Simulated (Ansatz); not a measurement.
**SnSe2: density, localisation and related maps**

```xyz
12
Lattice="-1.9055 3.3004 6.1370 -1.9055 3.3004 -6.1370 -3.8110 -6.6008 0.0000" Properties=species:S:1:pos:R:3 pbc="T T T"
Sn   -1.9055   -3.3004    0.0000
Sn   -3.8110    0.0000    0.0000
Sn   -1.9055    3.3004    0.0000
Sn    0.0000    0.0000    0.0000
Se   -1.9055   -0.9361    1.6486
Se   -3.8110    2.2003    1.5342
Se   -5.7165   -1.1001    1.5342
Se   -3.8110   -4.4005    1.5342
Se   -1.9055    1.1001   -1.5343
Se   -3.8110    4.4005   -1.5343
Se   -5.7165    1.1001   -1.5343
Se   -3.8110   -2.2003   -1.5343
```

Space group P1; changed on purpose from its base cell (atom 5 (Se) moved -0.200 A towards its neighbour atom 1 (Sn) at 2.682 A); not relaxed (largest force 0.7 eV/Å).

Method: Ansatz, DFT PBEsol, scalar-relativistic, plane waves, PAW.

In a PAW calculation such maps are meaningful between the atoms, not at the nuclei.

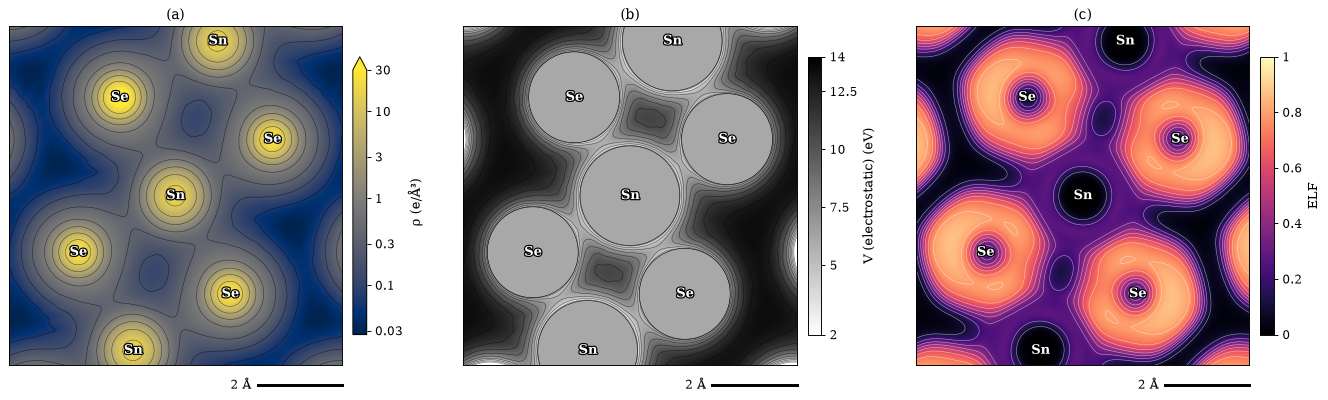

Figure 1. (a) valence charge density (pseudo); (b) electrostatic potential (local pseudopotential plus Hartree) felt by an electron; (c) electron localisation function on the (101̄) plane of the conventional cell. Grey discs cover the atomic cores in the potential map.

Question: What does the map show?

Answer: The section cuts through Sn and Se sites.
Sn–Se (2.68 Å): ρ is about 0.41 e/Å³ halfway; the ELF is about 0.60 at the midpoint.
Between the atoms the lowest density in this plane is 0.03 e/Å³.
The ELF also peaks beside Se, away from the bonds: lone-pair regions.
Outside the cores the potential energy rises away from the atoms and is highest about 2.0 Å from the nearest atoms; its zero is arbitrary.

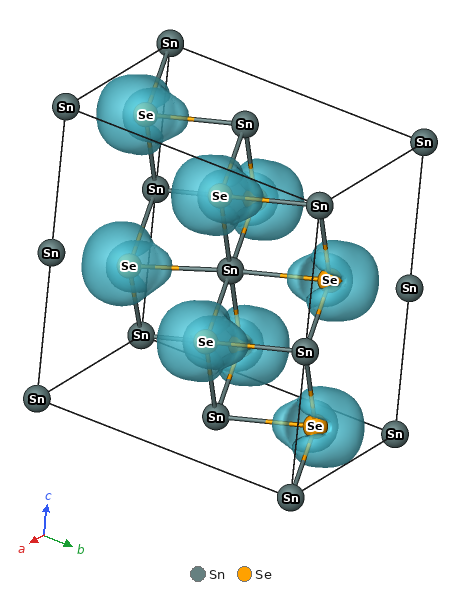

Figure 2. Isosurface of the ELF at 0.75 (cyan), seen slightly off an axis. Core shells and regions of very low density are left out. Sticks mark near contacts.

Question: Where are the electrons localised?

Answer: The surface consists of eight regions wrapped around Se (the valence shell of each), counted in one cell of 12 atoms. Regions shared between cells count once.


 Sn–Se (2.88 Å): the ELF is about 0.55 at the midpoint.

Question: Does the calculation give a band gap?

Answer: It is gapped, with a Kohn–Sham gap of 0.53 eV on the k-point mesh (the band edges may lie off the mesh, which would make the gap smaller).
